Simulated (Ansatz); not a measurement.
## Run report: BN, single-point calculation (part 1 of 2)

- system: BN (slab, 36 atoms in the cell)
- method: DFT PBE+D3(BJ), scalar-relativistic, plane waves, PAW, no spin polarisation (Ansatz 0.2.0)

The structure derives from an entry of the Crystallography Open Database. It belongs to a series of runs on one base structure; here: the slab at its places in the relaxed adsorbed structure. Figures and captions count atoms from 1; the log counts them from 0 in places.

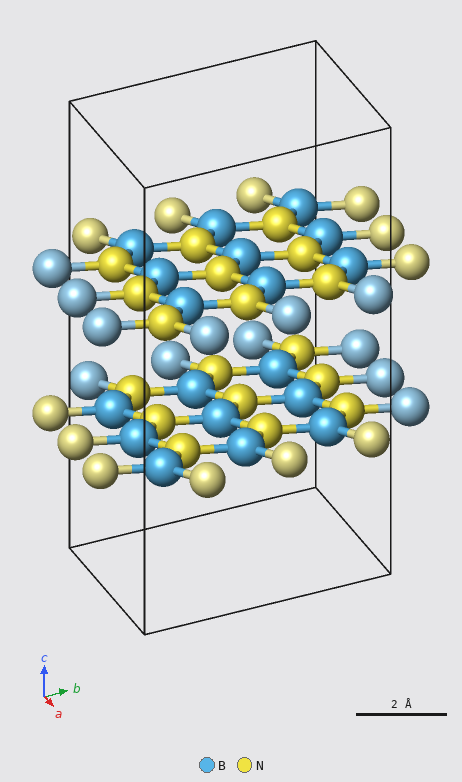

Fig. 1: The structure (ball-and-stick view of the cell of the calculation, with the vacuum cut short, seen slightly off an axis; neighbours outside the cell are drawn fainter). Near neighbours in the crystal (not all of them lie inside the picture): B has 3 N at 1.44 to 1.45 Å; N has 3 B at 1.44 to 1.45 Å.

### Results in brief

```json
{"quantity": "outcome", "value": "converged"}
{"quantity": "electrons treated", "value": "144"}
{"quantity": "free energy", "value": "−9767.3050 eV"}
{"quantity": "work function, top face", "value": "3.58 eV"}
{"quantity": "work function, bottom face", "value": "3.57 eV"}
{"quantity": "Fermi energy", "value": "−0.629 eV"}
{"quantity": "gap on the k-point mesh", "value": "4.55 eV"}
{"quantity": "work function (upper face)", "value": "3.58 eV"}
{"quantity": "largest force (length of the vector)", "value": "0.128 eV/Å"}
{"quantity": "hardware", "value": "4 threads of Arm Neoverse V1, 24 GiB of memory available, shared host"}
{"quantity": "wall time", "value": "31 s (CPU time 2 min)"}
{"quantity": "peak memory", "value": "2.6 GiB"}
```

### Input file
```yaml
crystal:
  lattice:
    - [7.5193142762, 0.0, 0.0]
    - [-3.7596571381, 6.5119171822, 0.0]
    - [0.0, 0.0, 23.8320240696]
  atoms:
    - { symbol: B, position: [0.2222222222, 0.1111111111, 0.3356827761] }
    - { symbol: B, position: [0.2222222222, 0.4444444444, 0.3356827761] }
    - { symbol: B, position: [0.2222222222, 0.7777777778, 0.3356827761] }
    - { symbol: B, position: [0.5555555556, 0.1111111111, 0.3356827761] }
    - { symbol: B, position: [0.5555555556, 0.4444444444, 0.3356827761] }
    - { symbol: B, position: [0.5555555556, 0.7777777778, 0.3356827761] }
    - { symbol: B, position: [0.8888888889, 0.1111111111, 0.3356827761] }
    - { symbol: B, position: [0.8888888889, 0.4444444444, 0.3356827761] }
    - { symbol: B, position: [0.8888888889, 0.7777777778, 0.3356827761] }
    - { symbol: "N", position: [0.1111111111, 0.2222222222, 0.3356827761] }
    - { symbol: "N", position: [0.1111111111, 0.5555555556, 0.3356827761] }
    - { symbol: "N", position: [0.1111111111, 0.8888888889, 0.3356827761] }
    - { symbol: "N", position: [0.4444444444, 0.2222222222, 0.3356827761] }
    - { symbol: "N", position: [0.4444444444, 0.5555555556, 0.3356827761] }
    - { symbol: "N", position: [0.4444444444, 0.8888888889, 0.3356827761] }
    - { symbol: "N", position: [0.7777777778, 0.2222222222, 0.3356827761] }
    - { symbol: "N", position: [0.7777777778, 0.5555555556, 0.3356827761] }
    - { symbol: "N", position: [0.7777777778, 0.8888888889, 0.3356827761] }
    - { symbol: B, position: [0.1151415038, 0.2285995309, 0.4761778609] }
    - { symbol: B, position: [0.1149957086, 0.5615919747, 0.4763234163] }
    - { symbol: B, position: [0.1149373039, 0.894960949, 0.4765802295] }
    - { symbol: B, position: [0.4482667045, 0.2285553324, 0.4764440416] }
    - { symbol: B, position: [0.4481644759, 0.5616490304, 0.4761267124] }
    - { symbol: B, position: [0.4481655954, 0.894841941, 0.476013728] }
    - { symbol: B, position: [0.7816256193, 0.2284679458, 0.476366378] }
    - { symbol: B, position: [0.7814372761, 0.5615444795, 0.4765257383] }
    - { symbol: B, position: [0.7814854612, 0.8949014776, 0.4759474622] }
    - { symbol: "N", position: [0.2260061559, 0.117194872, 0.4766507253] }
    - { symbol: "N", position: [0.2259638439, 0.4504921722, 0.4757373991] }
    - { symbol: "N", position: [0.2260483442, 0.7838897718, 0.4764272218] }
    - { symbol: "N", position: [0.5593336262, 0.1172112451, 0.4765982222] }
    - { symbol: "N", position: [0.5593324513, 0.4505527817, 0.476205587] }
    - { symbol: "N", position: [0.5594301505, 0.7840035048, 0.4756700726] }
    - { symbol: "N", position: [0.8926876865, 0.1172419903, 0.4763479889] }
    - { symbol: "N", position: [0.8927023011, 0.4505778612, 0.4766378959] }
    - { symbol: "N", position: [0.8926544862, 0.7839027495, 0.4766306038] }
basis:
  ecutwfc: 420
kpoints:
  mp_grid: { grid: [3, 3, 1] }
hamiltonian:
  xc: pbe
  dispersion: d3bj
scf:
  occupations: { method: gaussian, width: 0.05 }
output:
  forces: true
  eigenvalues: true
  write_density: true
  volumetric_format: npy
efield:
  axis: 3
  dipole_correction: true
  ramp_width: 0.04
```

Command:
```bash
ansatz run input.yaml --threads 4 --pin off --max-ram 10240MiB --backend cpu --events-out ev --progress --plain --runs-dir out
```

### What the program printed
```
Engine: ansatz 0.2.0, aarch64-unknown-linux-gnu
Pseudopotentials: kind: paw
Pseudopotential: B, paw, valence charge 3, recommended cutoff 420 eV (normal), B.paw.azcp
Pseudopotential: N, paw, valence charge 5, recommended cutoff 420 eV (normal), N.paw.azcp
Functional definition: PBE
  parameter kappa = 0.804
  parameter beta = 0.06672455060314922
  exchange = pbe_x(kappa = kappa, mu = beta*pi^2/3)
  correlation = pbe_c(beta = beta)
Crystal: 36 atoms, lattice volume = 1166.939 Å³
Basis set: ecut = 420 eV, 22867 PW (Γ), exchange–correlation on 108×108×320 points (8 copies of the dense FFT grid, shifted against one another)
Bands: 108, of which v1, the nominal top of the filled ones, is band 72 counted from 1 (71 counted from 0)
Symmetry: 1 space group operations
Space group: P1 (ITA 1), of the structure as read, at distance tolerance 1.1e-4 Å
k-points: 5 of 9 (time reversal used)
Non-local potential: B, projectors of the file, l = 0: 2, l = 1: 2, l = 2: 1
Non-local potential: N, projectors of the file, l = 0: 2, l = 1: 2, l = 2: 1
PAW form: soft (Blöchl's): semilocal exchange-correlation on the pseudo side does not see the compensation charge
PAW one-centre angular grid: B, 110 points (default); XC on 64 Gauss nodes
PAW one-centre angular grid: N, 110 points (default); XC on 64 Gauss nodes
Initial density: superposition of atomic densities (neutral atoms: chi_scale 0, normalization atom), corrected by the library's trained network
Initial wavefunctions: pseudopotential atomic-orbital guess
Functional: x = pbe(κ = 0.804, μ = 0.2195149727645171), c = pbe(β = 0.06672455060314922)
SCF iter   1: F=—  HF=-9767.294318 eV  |F-HF|=—  |Δ(HF+E_count)|=         —  Δρ=1.44e-3  dr2=1.69e-2  ethr=1.77e-3  p=-0.002 e·Å  D=-2.41e-4 V/Å  ΔV_dip=0.01 eV  dr2_dipole=4.38e-7  V_vac-E_F(+/−)=3.33/3.33 eV  ⟨swp⟩=14.2  Hψ=4099  notcnv=0  defer=64
efield: sawtooth ramp at fractional position 0.8862 (placed from the atoms, in the widest stretch of the axis that holds none; the zero of the levels goes with the place), width 0.0400; the density the first Hamiltonian is built on has a dipole p = -0.002 e·Å; the dipole correction subtracts the counter field D = -2.41e-4 V/Å, which shifts the + side's vacuum level by +0.01 eV against the − side's; the planar-averaged density in the ramp window peaks in size at 4.2e-6 e/Å³
preconditioner: auto → Resta (q_TF=auto, 1.925 Å⁻¹)  ε∞=1.8  [insulator: Δε(μ)=4.532 eV  Ē_g=14.215 eV  σ=0.050 eV  W_gap=1.00  n_scr=134 (ndim 8)  ℏωp=13.0 eV  f_vac=0.699  D(μ)=0.00/eV (n_scr^D=0)  ε∞_Penn≈1.8  vacuum switching on, ρ_ref=1.5e-2 e/Å³]
SCF iter   2: F=—  HF=-9767.301308 eV  |F-HF|=—  |Δ(HF+E_count)|=   6.99e-3  Δρ=7.34e-4  dr2=2.45e-3  ethr=1.18e-5  p=-0.002 e·Å  D=-3.46e-4 V/Å  ΔV_dip=0.01 eV  dr2_dipole=5.92e-9  V_vac-E_F(+/−)=3.47/3.47 eV  ⟨swp⟩=3.0  Hψ=1051  notcnv=0  defer=104
SCF iter   3: F=—  HF=-9767.304948 eV  |F-HF|=—  |Δ(HF+E_count)|=   3.64e-3  Δρ=1.67e-4  dr2=1.22e-4  ethr=1.70e-6  p=-0.002 e·Å  D=-3.60e-4 V/Å  ΔV_dip=0.01 eV  dr2_dipole=1.19e-8  V_vac-E_F(+/−)=3.56/3.55 eV  ⟨swp⟩=2.2  Hψ=651  notcnv=0  defer=104
SCF iter   4: F=—  HF=-9767.305244 eV  |F-HF|=—  |Δ(HF+E_count)|=   2.96e-4  Δρ=3.76e-5  dr2=1.17e-5  ethr=8.47e-8  p=-0.002 e·Å  D=-3.87e-4 V/Å  ΔV_dip=0.01 eV  dr2_dipole=4.93e-10  V_vac-E_F(+/−)=3.58/3.57 eV  ⟨swp⟩=2.0  Hψ=757  notcnv=0  defer=104
SCF iter   5: F=—  HF=-9767.305012 eV  |F-HF|=—  |Δ(HF+E_count)|=   2.33e-4  Δρ=1.29e-5  dr2=9.67e-7  ethr=8.11e-9  p=-0.002 e·Å  D=-3.83e-4 V/Å  ΔV_dip=0.01 eV  dr2_dipole=1.97e-11  V_vac-E_F(+/−)=3.58/3.57 eV  ⟨swp⟩=2.0  Hψ=870  notcnv=0  defer=143
SCF iter   6: F=—  HF=-9767.305015 eV  |F-HF|=—  |Δ(HF+E_count)|=   3.21e-6  Δρ=3.66e-6  dr2=1.04e-7  ethr=6.94e-11  p=-0.002 e·Å  D=-3.81e-4 V/Å  ΔV_dip=0.01 eV  dr2_dipole=1.05e-10  V_vac-E_F(+/−)=3.58/3.57 eV  ⟨swp⟩=24.6  Hψ=4233  notcnv=0
SCF iter   7: F=-9767.305015 eV  HF=-9767.305015 eV  |F-HF|=6.68e-8  |Δ(HF+E_count)|=   3.88e-8  Δρ=8.44e-7  dr2=6.32e-9  ethr=6.94e-11  p=-0.002 e·Å  D=-3.83e-4 V/Å  ΔV_dip=0.01 eV  dr2_dipole=2.00e-13  V_vac-E_F(+/−)=3.58/3.57 eV  ⟨swp⟩=10.6  Hψ=2638  notcnv=0
SCF 1 converged in 7 iterations: F = -9767.305015 eV  dr2 = 6.32e-9
  greatest PAW one-centre occupation: 0.797 electrons in one spin orbital (limit 2), on the N atom at site 28 (counted from 0), in its partial waves of l = 0
SCF converged after 7 iterations
Free energy (F): -9767.305015 eV
Harris-Foulkes:  -9767.305015 eV  (|F-HF|=6.68e-8)
Internal energy: -9767.305015 eV  (E = F + TS)
E sigma→0 (E₀):  -9767.305015 eV
Fermi energy:    -0.629146 eV
Dipole field:    D = -0.000383 V/Å  (p = -0.002469 e·Å, saw-weighted, corrected)
Work function:   Φ+ = 3.5824 eV   Φ− = 3.5732 eV
Levels:          The Fermi level and band energies are counted from a zero that moves with the ramp; work functions are not
--- Per-component energies (eV) ---
  E_band       = -1441.871810
  E_kinetic    = 3297.493877
  E_local      = -91543.340903  (includes V_loc(G=0)·N_el)
  E_nonlocal   = 1040.185728
  E_hartree    = 44115.887859
  E_xc         = -1658.347106
  E_vxc        = -2057.169189  (∫ρ·V_xc dr)
  E_paw        = -3722.415022  (= ΣΔE_a)
  E_vpaw       = -410.818642  (= ΣTr[D̂ρ^β])
  E_aug_tail   = 0.001806  (compensation charges beyond the density's cutoff)
  E_efield     = 0.000000  (sawtooth field / dipole correction)
  E_vefield    = -0.000225  (∫n·V_field dr)
  E_ewald      = 38707.029066
  E_disp       = -3.800321  (pairwise vdW)
  E_smearing   = -0.000000  (= −TS)
  E_closure    = 0.000000  (closes the sum)
  Σ components = -9767.305015   (vs F -9767.305015, Δ=0.00e0)
```
